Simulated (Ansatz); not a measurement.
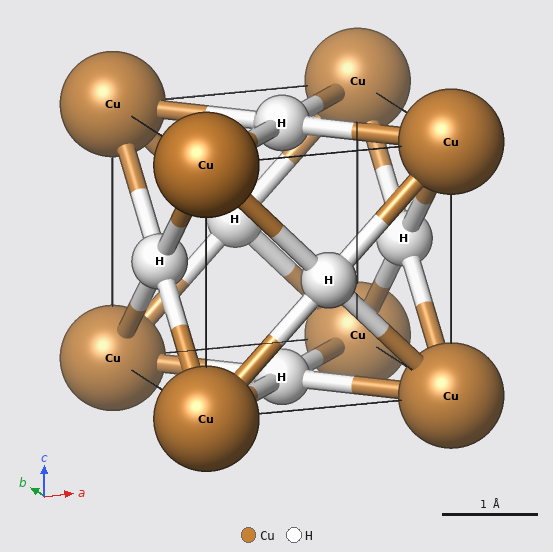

The crystal in a ball-and-stick representation, seen slightly off an axis. Thin lines show the conventional unit cell, with boundary atoms drawn in all their periodic places. Cell: a = 2.77 Å, b = 2.77 Å, c = 2.77 Å, α = 90.00°, β = 90.00°, γ = 90.00°.

Its origin is a structure type filled with these elements by a generator (whether the compound takes this form wasn't checked). Earlier steps of the study may have refined or changed the cell and positions. A calculation with Ansatz used it as input.

Question: What structure is drawn here?

Answer: The structure is one of CuH₃. Symmetry: Pm-3m (No. 221), primitive cubic lattice. Among the common structure types it is Cu₃Au (L1₂) type. In the cell are 1 Cu, 3 H, which makes 1 formula unit. The coordination shell of Cu holds twelve H in a cuboctahedral arrangement at about 2.0 Å. The coordination shell of H holds four Cu in a square planar arrangement at about 2.0 Å. Not all metal-metal contacts are counted. The bonds build a three-dimensional framework.

Theory: DFT PBE, scalar-relativistic, plane waves, PAW in Ansatz. Numerical settings: a cutoff energy of 420 eV, Brillouin-zone sampling on a 16×16×16 mesh, Gaussian smearing of 0.1 eV, no spin polarisation.

Question: Is the electronic structure metallic or gapped?

Answer: A metal: bands cross the Fermi level.

Question: What are the atomic charges by Bader's partition?

Answer: Cu +0.38 e; H -0.13 e.

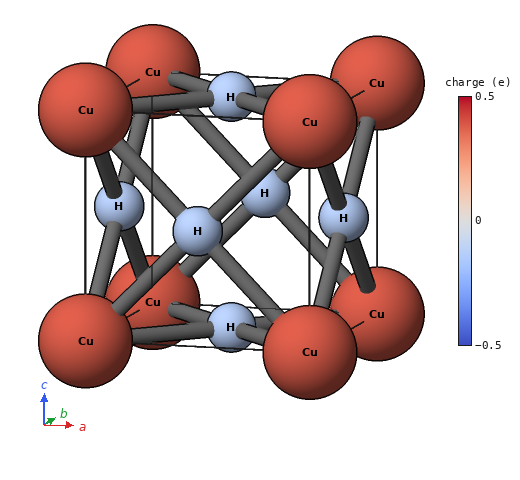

The atoms coloured by those charges. The run's cell of 4 atoms is drawn.

Question: Is the structure relaxed at this level of theory?

Answer: Yes. All forces vanish to within 0.01 eV/Å. The pressure is 0.0 GPa, close to zero.
